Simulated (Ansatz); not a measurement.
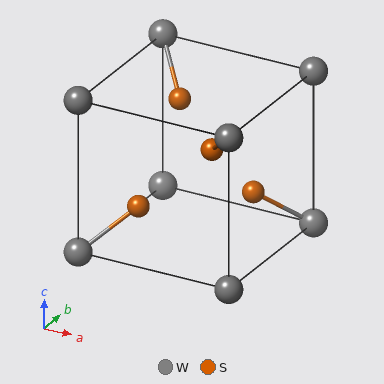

Shown here is a ball-and-stick view of the crystal, taken from a general direction. The lines enclose the conventional unit cell; boundary atoms appear with their images.

What structure is drawn here?

Formula: WS₄. Space group: P-42m (No. 111). Lattice: primitive tetragonal. In the cell are 1 W, 4 S, which makes 1 formula unit. Each W has four S in a tetrahedral arrangement. Each S atom is coordinated by one W. The bonds build separate WS4 groups.

Provenance: a structure listed in the Materials Project. The picture shows the end point of a geometry optimisation with Ansatz, DFT PBE+D3(BJ), scalar-relativistic, plane waves, PAW.
